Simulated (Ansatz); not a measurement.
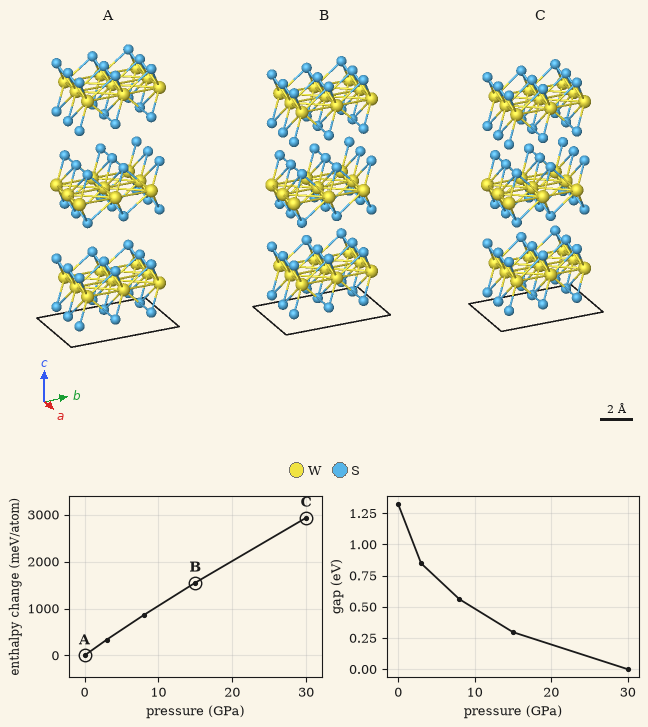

Members of a series of calculations on solid WS2 (set up in P3m1), marked on the first curve. The picture is a ball-and-stick view of the 3 × 3 repeat of the cell, outlined in the plane, without the vacuum, seen slightly off an axis.

The calculation used Ansatz, DFT PBEsol, scalar-relativistic, plane waves, PAW. Settings: plane-wave cutoff 420 eV; occupations gaussian; smearing width 0.02 eV; no spin polarisation. The k-mesh is chosen for each cell (12×12×1, 12×12×2).

> How does the crystal respond to pressure?

The structure is relaxed at several pressures. A (pressure 0.0 GPa): enthalpy change 0.0 meV/atom, volume 27.00 Å³ per atom, gap 1.32 eV. B (pressure 15.0 GPa): enthalpy change 1551 meV/atom, volume 15.43 Å³ per atom, gap 0.30 eV. C (pressure 30.0 GPa): enthalpy change 2934 meV/atom, volume 14.20 Å³ per atom, gap 0.00 eV. The rest compares A with C. In the plane the drawn cell goes a 9.438 → 8.907 Å (−5.6 %), b 9.438 → 8.907 Å (−5.6 %). Some distances before and after: W–W 3.146 → 2.969 Å, S–W 2.399 → 2.333 to 2.340 Å.

Limits of the set-up: layers or molecules are held without a dispersion correction, so their spacing is unreliable.
